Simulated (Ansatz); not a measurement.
**Mg: density, localisation and related maps**

Input

```
crystal:
  lattice:
    - [-1.4765, 1.4765, 1.50603]
    - [1.4765, -1.4765, 1.50603]
    - [1.4765, 1.4765, -1.50603]
  atoms:
    - { symbol: Mg, position: [0.0, 0.0, 0.0] }
kpoints:
  mp_grid: { grid: [16, 16, 16] }
scf:
  occupations: { method: fermi_dirac, width: 0.05 }
hamiltonian:
  xc: pbe
  pseudopotentials: { kind: paw }
output:
  forces: true
  stress: true
  eigenvalues: true
  efg: { contact_densities: true }
  write_density: true
  write_potential: true
  elf: true
  volumetric_format: npy
```

Command:

```sh
ansatz run input.yaml --threads 1 --pin off --max-ram 3072MiB --backend cpu --events-out ev --progress --plain --runs-dir out
```

Below, planes, directions and counts refer to the conventional cell (a = 2.95 Å, b = 2.95 Å, c = 3.01 Å, α = 90.00°, β = 90.00°, γ = 90.00°).

Space group I4/mmm; changed on purpose from its base cell (zz strain of +2 %, PAW files); computed pressure about 58 GPa in this cell.

These are results of Ansatz, DFT, PBE, PAW with Ansatz's default frozen-core files, scalar-relativistic, not measurements.

In a PAW calculation such maps are meaningful between the atoms, not at the nuclei.

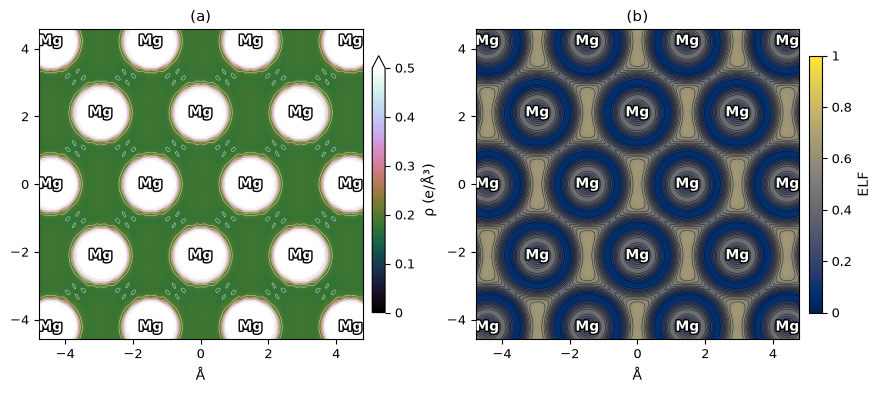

Figure 1. (a) valence electron density; (b) ELF on the (011) plane of the conventional cell.

Question: Describe what can be read from this map.

Answer: Atoms in the plane: Mg.
Mg–Mg (2.57 Å): the density is about 0.18 e/Å³ at the midpoint; the ELF is about 0.40 at the midpoint.
Between the atoms the lowest density in this plane is 0.17 e/Å³.

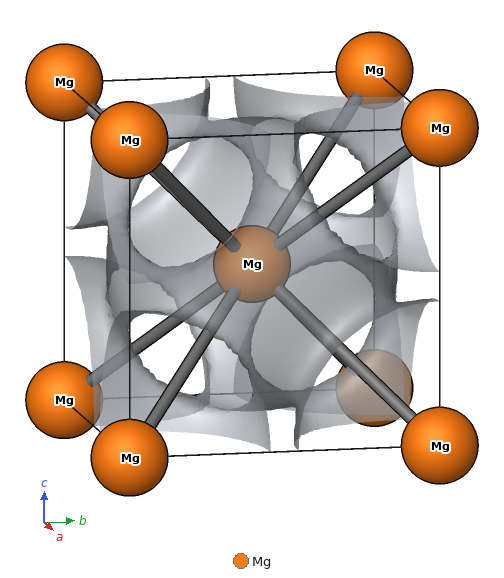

Figure 2. Isosurface of the electron localisation function at 0.6 (grey), seen slightly off an axis. Core shells and regions of very low density are left out. Sticks mark near contacts.

Question: Describe the localisation domains.

Answer: The surface consists of one network that runs through the whole crystal, counted in one cell of 2 atoms. Regions shared between cells count once. There are no localised bonds or lone pairs at this value.

Question: Does the calculation make it a metal, or give it a gap?

Answer: It is metallic or semimetallic at this level of theory: no gap opens.
